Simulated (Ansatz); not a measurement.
## Electronic structure of Al$_{2}$Cu in real space

```xyz
6
Lattice="3.8698 0.0000 0.0000 0.0000 3.8698 0.0000 0.0000 0.0000 5.4484" Properties=species:S:1:pos:R:3 pbc="T T T"
Cu    0.0000    0.0000    2.7242
Cu    1.9349    1.9349    0.0000
Al    1.9349    0.0000    1.3621
Al    0.0000    1.9349    4.0863
Al    0.0000    1.9349    1.3621
Al    1.9349    0.0000    4.0863
```

Space group I4/mmm; a structure from a database of computed crystals, not necessarily the ambient phase; computed pressure about 20 GPa in this cell.

Level of theory: Kohn-Sham DFT of a periodic cell, PBEsol, Ansatz PAW (Ansatz 0.2.0).

The density is the valence pseudo-density of a PAW calculation; it isn't the true density close to the nuclei.

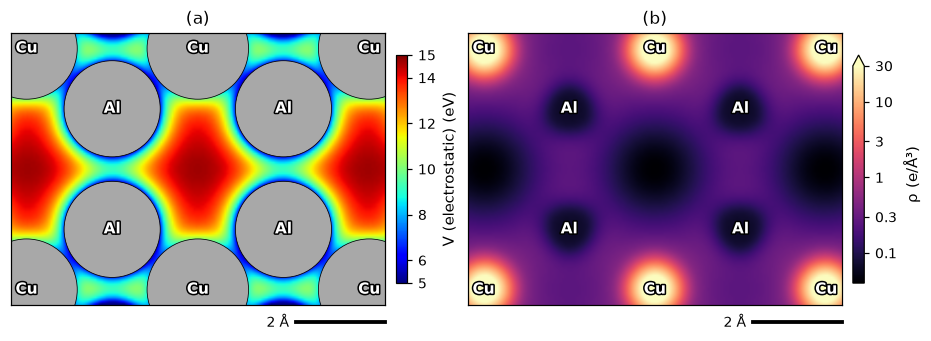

Figure 1. (a) electrostatic potential energy of an electron; (b) valence pseudo-density on the (010) plane of the conventional cell. Grey discs cover the atomic cores in the potential map.

Interpret the plot.

Atoms in the plane: Cu and Al.
Al–Cu (2.37 Å): ρ at the midpoint is about 0.39 e/Å³.
Between the atoms the lowest density in this plane is 0.04 e/Å³.
Outside the cores the potential energy rises away from the atoms and is highest about 2.4 Å from the nearest atoms; its zero is arbitrary.

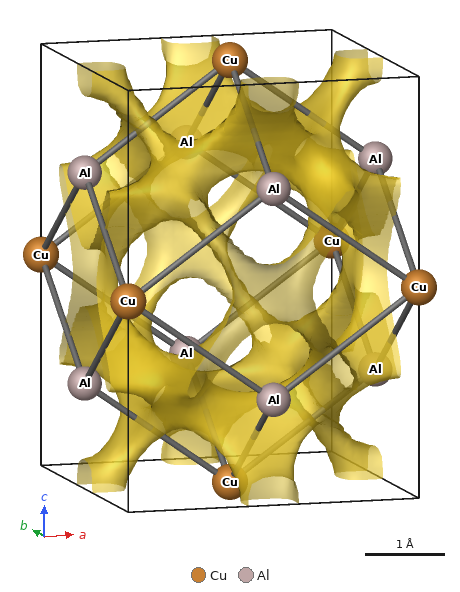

Figure 2. Isosurface of the electron localisation function at 0.6 (yellow), seen at an oblique angle. Only the valence region is drawn (cores and ρ < 0.01 e/Å³ removed). Sticks mark near contacts.

Where are the electrons localised?

At this value the surface marks out one network that runs through the whole crystal, counted in one cell of 6 atoms. Any copies at cell faces, edges or corners count once. Along the contacts the grid gives the following. Al–Cu (2.37 Å): the ELF peaks at about 0.65 between the atoms.

Does the calculation make it a metal, or give it a gap?

It is gapless in this calculation (a metal or semimetal).
